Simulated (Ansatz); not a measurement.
Start from this file.

```cif
data_structure
_symmetry_space_group_name_H-M 'P 1'
_symmetry_Int_Tables_number 1
_cell_length_a 3.9299
_cell_length_b 3.9299
_cell_length_c 9.8773
_cell_angle_alpha 90.000
_cell_angle_beta 90.000
_cell_angle_gamma 120.000
_cell_volume 132.11
loop_
_atom_site_label
_atom_site_type_symbol
_atom_site_fract_x
_atom_site_fract_y
_atom_site_fract_z
_atom_site_occupancy
Ni1 Ni 0.00000 0.00000 0.37346 1
Ni2 Ni 0.00000 0.00000 0.87852 1
Ni3 Ni 0.00000 0.00000 0.12148 1
Ni4 Ni 0.00000 0.00000 0.62654 1
Ni5 Ni 0.66667 0.33333 0.50000 1
Ni6 Ni 0.33333 0.66667 0.24546 1
Ni7 Ni 0.33333 0.66667 0.75454 1
Ge1 Ge 0.66667 0.33333 0.24164 1
Ge2 Ge 0.66667 0.33333 0.75836 1
Ge3 Ge 0.33333 0.66667 0.00000 1
Ge4 Ge 0.33333 0.66667 0.50000 1
```

### Before looking at a picture, describe the arrangement of atoms.

It has the composition Ni₇Ge₄. Its lattice is primitive hexagonal, its space group P-6m2 (No. 187). Atoms per cell: 11 (7 Ni, 4 Ge). Ge takes three kinds of site: 2i with ten Ni at 2.27 to 2.62 Å; 1c with eight Ni at 2.42 to 2.57 Å; 1d with eleven Ni at 2.27 to 2.59 Å. Coordination numbers (contacts within bonding distance): Ni 11 to 14 (mean 11.9). The bonds build a three-dimensional framework.

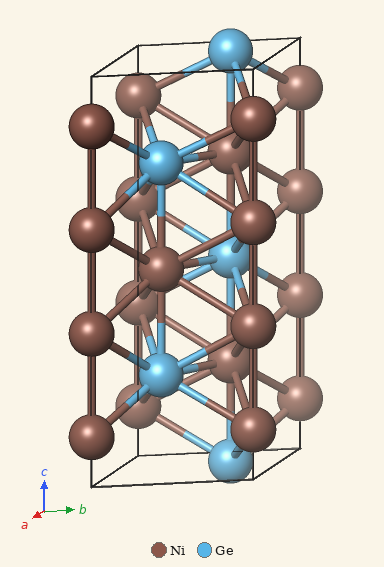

Ball-and-stick drawing of the structure, looking slightly off an axis. The conventional unit cell is outlined; an atom on or near a face, edge or corner is repeated at each equivalent position. Colours: nickel brown, germanium blue.

The model was built from a structure listed in the Materials Project. Earlier steps of the study, as a rule a relaxation of our own, may have changed the cell and positions, so they can lie some per cent off the listed ones. It went into a calculation with Ansatz.
